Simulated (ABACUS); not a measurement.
**Hf: band-structure run (part 1 of 2)**

System: Hf (1 atom in the cell).
Method: Kohn-Sham DFT of a periodic cell, PBE, PseudoDojo NC SR 0.5 PBE standard, no spin polarisation (ABACUS 3.10.1).

The structure derives from an entry of the Crystallography Open Database.

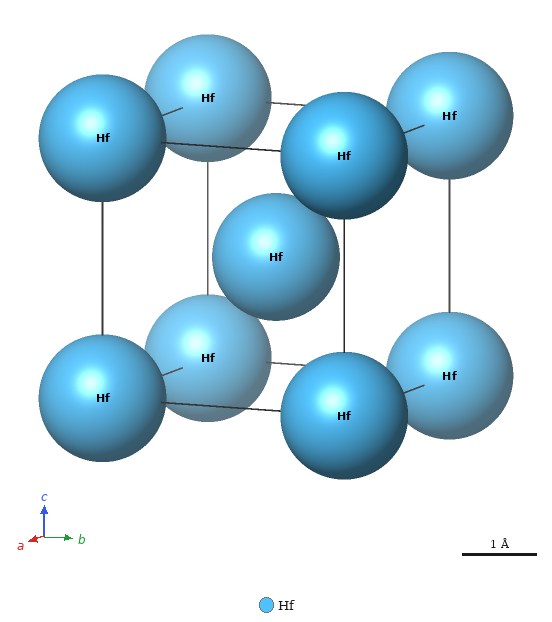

Figure 1. The structure (spheres-only view of the cell 2 times as large as that of the calculation, set on its symmetry axes, seen slightly off an axis).

## The input
```
INPUT_PARAMETERS
suffix              Hf
calculation         scf
basis_type          lcao
pseudo_dir          ./
orbital_dir         ./
symmetry            1
dft_functional      pbe
ecutwfc             100
pseudo_rcut         10
nspin               1
nbands              10
ks_solver           genelpa
smearing_method     fd
smearing_sigma      0.00367493
scf_thr             1e-07
scf_nmax            100
mixing_type         broyden
mixing_beta         0.7
cal_force           1
cal_stress          1
out_mul             1
out_chg             1
out_pot             2
out_elf             1
```

## File STRU
```
ATOMIC_SPECIES
Hf 178.4900 Hf.upf

NUMERICAL_ORBITAL
Hf_confined-atom_8au_2s1p1d.orb

LATTICE_CONSTANT
1.8897261246

LATTICE_VECTORS
-1.8050000000 1.8050000000 1.8050000000
1.8050000000 -1.8050000000 1.8050000000
1.8050000000 1.8050000000 -1.8050000000

ATOMIC_POSITIONS
Cartesian

Hf
0.0
1
0.0000000000 0.0000000000 0.0000000000 1 1 1
```

## File KPT
```
K_POINTS
0
Gamma
9 9 9 0 0 0
```

Run on 4 threads of Intel Xeon (Granite Rapids), 16 GiB of memory available, shared host.

Run as:
```bash
OMP_NUM_THREADS=1 mpirun -np 4 abacus > log
```

## What the program printed
```
ABACUS v3.10.1

               Atomic-orbital Based Ab-initio Computation at UStc

 ------------------------------------------------------------------------------------

 READING GENERAL INFORMATION
                           global_out_dir = OUT.Hf/
                           global_in_card = INPUT
                               pseudo_dir = ./
                              orbital_dir = ./
                                    DSIZE = 4
                                    GSIZE = 1

 READING UNITCELL INFORMATION
                                    ntype = 1
                  lattice constant (Bohr) = 1.88973
              lattice constant (Angstrom) = 1

 READING ATOM TYPE 1
                               atom label = Hf
                      L=0, number of zeta = 2
                      L=1, number of zeta = 1
                      L=2, number of zeta = 1
             number of atom for this type = 1

                        TOTAL ATOM NUMBER = 1
CARTESIAN COORDINATES ( UNIT =       1.889726124600 Bohr ).
    atom                   x                   y                   z     mag                  vx                  vy                  vz
tauc_Hf1            0.0000000000        0.0000000000        0.0000000000  0.0000        0.0000000000        0.0000000000        0.0000000000

                          Volume (Bohr^3) = 158.741
                             Volume (A^3) = 23.5229

 Lattice vectors: (Cartesian coordinate: in unit of a_0)
               -1.805              +1.805              +1.805
               +1.805              -1.805              +1.805
               +1.805              +1.805              -1.805
 Reciprocal vectors: (Cartesian coordinate: in unit of 2 pi/a_0)
                   +0           +0.277008           +0.277008
            +0.277008                  +0           +0.277008
            +0.277008           +0.277008                  +0
 The esolver type has been set to : ksdft_lcao

                PAO radial cut off (Bohr) = 10

 Read in pseudopotential file is Hf.upf
                     pseudopotential type = NC
          exchange-correlation functional = PBE
                 nonlocal core correction = 1
                        valence electrons = 12
                                     lmax = 3
                           number of zeta = 4
                     number of projectors = 8
                           L of projector = 0
                           L of projector = 0
                           L of projector = 1
                           L of projector = 1
                           L of projector = 2
                           L of projector = 2
                           L of projector = 3
                           L of projector = 3
     initial pseudo atomic orbital number = 10

 SETUP THE ELECTRONS NUMBER
            electron number of element Hf = 12
      total electron number of element Hf = 12
            AUTOSET number of electrons:  = 12
                           occupied bands = 6
                                   NLOCAL = 10
                                   NBANDS = 10
                                   NBANDS = 10
                                   NLOCAL = 10

%%%%%%%%%%%%%%%%%%%%%%%%%%%%%%%%%%%%%%%%%%%%%%%%%%%%%%%%%%%%%%%%%%%%%%%%%%%%%%%%%%%%%%%%%%%%%%%%%%%%%%%%%%
 Warning: the number of valence electrons in pseudopotential > 4 for Hf: [Xe] 4f14 5d2 6s2
 Pseudopotentials with additional electrons can yield (more) accurate outcomes, but may be less efficient.
 If you're confident that your chosen pseudopotential is appropriate, you can safely ignore this warning.
%%%%%%%%%%%%%%%%%%%%%%%%%%%%%%%%%%%%%%%%%%%%%%%%%%%%%%%%%%%%%%%%%%%%%%%%%%%%%%%%%%%%%%%%%%%%%%%%%%%%%%%%%%

 SETUP THE PLANE WAVE BASIS
 energy cutoff for charge/potential (unit:Ry) = 400
            fft grid for charge/potential = [ 40, 40, 40 ]
                        fft grid division = [ 5, 5, 5 ]
        big fft grid for charge/potential = [ 8, 8, 8 ]
                                     nbxx = 128
                                     nrxx = 16000

 SETUP PLANE WAVES FOR CHARGE/POTENTIAL
                    number of plane waves = 21457
                         number of sticks = 1043

 PARALLEL PW FOR CHARGE/POTENTIAL
     PROC   COLUMNS(POT)             PW
        1            261           5365
        2            261           5365
        3            260           5363
        4            261           5364
 --------------- sum -------------------
        4           1043          21457
                            number of |g| = 213
                                  max |g| = 36.0648
                                  min |g| = 0.153467

----------- Double Check Mixing Parameters Begin ------------
mixing_type: broyden
mixing_beta: 0.7
mixing_gg0: 1
mixing_gg0_min: 0.1
mixing_ndim: 8
----------- Double Check Mixing Parameters End ------------

 LATTICE VECTORS: (CARTESIAN COORDINATE: IN UNIT OF A0)
               -1.805              +1.805              +1.805
               +1.805              -1.805              +1.805
               +1.805              +1.805              -1.805
                       right hand lattice = 1
                                   NORM_A = 3.12635
                                   NORM_B = 3.12635
                                   NORM_C = 3.12635
                           ALPHA (DEGREE) = 109.471
                           BETA  (DEGREE) = 109.471
                           GAMMA (DEGREE) = 109.471

 The lattice vectors have been changed (STRU_SIMPLE.cif)

(for optimal symmetric configuration:)
                             BRAVAIS TYPE = 2
                     BRAVAIS LATTICE NAME = 02. Cubic I (body-centered)
                                    ibrav = 2
                                    IBRAV = 2
                                  BRAVAIS = BODY CENTERED CUBIC
                       LATTICE CONSTANT A = 3.61
Original cell was already a primitive cell.
                        ROTATION MATRICES = 48
              PURE POINT GROUP OPERATIONS = 48
                   SPACE GROUP OPERATIONS = 48
                              POINT GROUP = O_h
               POINT GROUP IN SPACE GROUP = O_h

 SETUP K-POINTS
                                    nspin = 1
                   Input type of k points = Monkhorst-Pack(Gamma)
                                   nkstot = 729
                       right hand lattice = 1
(for reciprocal lattice: )
                             BRAVAIS TYPE = 3
                     BRAVAIS LATTICE NAME = 03. Cubic F (face-centered)
                                    ibrav = 3
                       right hand lattice = 1
(for k-lattice: )
                             BRAVAIS TYPE = 3
                     BRAVAIS LATTICE NAME = 03. Cubic F (face-centered)
                                    ibrav = 3
                       right hand lattice = 1
                        ROTATION MATRICES = 48
                               nkstot_ibz = 35
K-POINTS REDUCTION ACCORDING TO SYMMETRY
     IBZ    DIRECT_X    DIRECT_Y    DIRECT_Z  WEIGHT  ibz2bz
       1  0.00000000  0.00000000  0.00000000  0.0014       0
       2 -0.11111111  0.11111111  0.00000000  0.0165       1
       3 -0.22222222  0.22222222  0.00000000  0.0165       2
       4 -0.33333333  0.33333333  0.00000000  0.0165       3
       5 -0.44444444  0.44444444  0.00000000  0.0165       4
       6 -0.22222222  0.11111111  0.11111111  0.0329      10
       7 -0.11111111 -0.22222222  0.33333333  0.0658      11
       8 -0.44444444  0.33333333  0.11111111  0.0658      12
       9  0.44444444  0.44444444  0.11111111  0.0329      13
      10 -0.22222222 -0.22222222  0.44444444  0.0329      20
      11  0.44444444  0.33333333  0.22222222  0.0658      21
      12  0.33333333  0.33333333  0.33333333  0.0110      30
      13 -0.11111111 -0.11111111  0.33333333  0.0110      91
      14 -0.11111111 -0.22222222  0.44444444  0.0329      92
      15  0.44444444  0.33333333  0.11111111  0.0329      93
      16 -0.11111111  0.11111111  0.11111111  0.0082      98
      17  0.44444444  0.22222222  0.22222222  0.0329     101
      18  0.33333333  0.33333333  0.22222222  0.0329     102
      19 -0.22222222  0.22222222  0.11111111  0.0329     106
      20 -0.33333333  0.33333333  0.11111111  0.0329     114
      21 -0.33333333  0.22222222  0.22222222  0.0329     115
      22 -0.44444444  0.44444444  0.11111111  0.0329     122
      23 -0.44444444  0.33333333  0.22222222  0.0658     123
      24  0.44444444  0.44444444  0.22222222  0.0329     131
      25  0.44444444  0.33333333  0.33333333  0.0329     132
      26  0.22222222  0.22222222  0.33333333  0.0110     182
      27 -0.22222222  0.22222222  0.22222222  0.0082     187
      28 -0.33333333  0.33333333  0.22222222  0.0329     195
      29 -0.44444444  0.44444444  0.22222222  0.0329     203
      30 -0.44444444  0.33333333  0.33333333  0.0329     204
[... 5 further k points ...]

                               nkstot now = 35
[... K-POINTS DIRECT COORDINATES: 35 rows ...]

           k-point number in this process = 35
       minimum distributed K point number = 35
[... stars of the k points ...]

[... K-POINTS CARTESIAN COORDINATES: 35 rows ...]

[... K-POINTS DIRECT COORDINATES: 35 rows ...]

 SETUP PLANE WAVES FOR WAVE FUNCTIONS
     energy cutoff for wavefunc (unit:Ry) = 100
              fft grid for wave functions = [ 40, 40, 40 ]
                    number of plane waves = 3997
                         number of sticks = 341

 PARALLEL PW FOR WAVE FUNCTIONS
     PROC   COLUMNS(POT)             PW
        1             85            999
        2             85           1000
        3             85            999
        4             86            999
 --------------- sum -------------------
        4            341           3997

 SET NONLOCAL PSEUDOPOTENTIAL PROJECTORS
 max number of nonlocal projetors among all species is 8

 -------------------------------------------
 SELF-CONSISTENT
 -------------------------------------------

 SETUP SEARCHING RADIUS FOR PROGRAM TO SEARCH ADJACENT ATOMS
                  longest orb rcut (Bohr) = 8
   longest nonlocal projector rcut (Bohr) = 2.46
                     search radius (Bohr) = 20.9
              searching radius is (Bohr)) = 20.9
         searching radius unit is (Bohr)) = 1.89
                         PeriodicBoundary = 1
                        Radius(unit:lat0) = 11.1
                                   glayer = [ 6, 6, 6 ]
                             glayer_minus = [ 5, 5, 5 ]

Find the coordinate range of the input atom(unit:lat0).
                                  min_tau = [ -27.1, -27.1, -27.1 ]
                                  max_tau = [ 27.1, 27.1, 27.1 ]
                                BoxNumber = [ 11, 11, 11 ]

 SETUP EXTENDED REAL SPACE GRID FOR GRID INTEGRATION
                          real space grid = [ 40, 40, 40 ]
                 big cell numbers in grid = [ 8, 8, 8 ]
             meshcell numbers in big cell = [ 5, 5, 5 ]
                        extended fft grid = [ 14, 14, 14 ]
                dimension of extened grid = [ 37, 37, 37 ]
                            UnitCellTotal = 125
              Atom number in sub-FFT-grid = 1
    Local orbitals number in sub-FFT-grid = 10
                                ParaV.nnr = 3725
                                 init_chg = atomic

 LCAO ALGORITHM --------------- ION=   1  ELEC=   1--------------------------------

 Density error is 0.0102719520508
----------------------------------------------------------
     Energy           Rydberg                 eV
```
